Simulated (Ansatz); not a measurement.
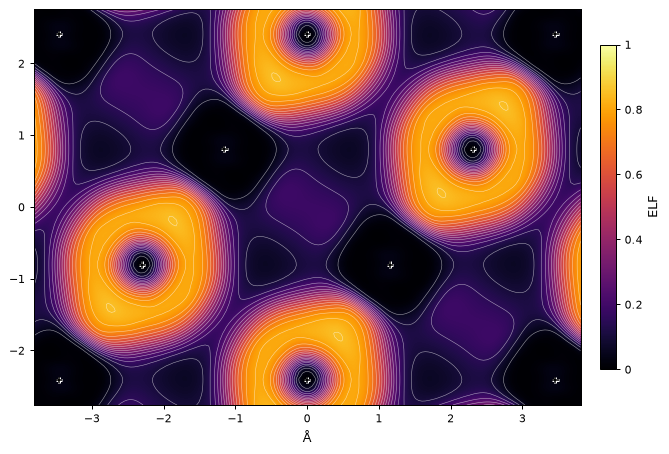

The ELF on a plane through atoms (crosses mark nuclei in the plane).

Theory: DFT, PBE, PAW with Ansatz's default frozen-core files, scalar-relativistic in Ansatz.

Candidates:
A. GaP, a = 3.74 Å, b = 3.74 Å, c = 5.45 Å, α = 90.00°, β = 90.00°, γ = 90.00°. Space group I-4m2; changed on purpose from its base cell (equal xx and yy strain of -3 %, PAW files); computed pressure about 9 GPa in this cell.
B. SrO, a = 3.63 Å, b = 3.63 Å, c = 5.04 Å, α = 90.00°, β = 90.00°, γ = 90.00°. Space group I4/mmm; changed on purpose from its base cell (zz strain of -2 %, PAW files); computed pressure about 5 GPa in this cell.
C. AlN, a = 2.78 Å, b = 2.78 Å, c = 6.92 Å, α = 90.00°, β = 90.00°, γ = 120.00°. Space group R-3m; changed on purpose from its base cell (equal xy, yz and zx shear strains of +1 %, PAW files); computed pressure about 26 GPa in this cell.

**Which candidate gave the map?**

Candidate C: AlN on the (110) plane of the conventional cell, which holds Al and N. Al–N (1.98 Å): the ELF peaks at about 0.85 in the valence shell of N, 0.7 Å from its nucleus, and is about 0.80 at the midpoint.
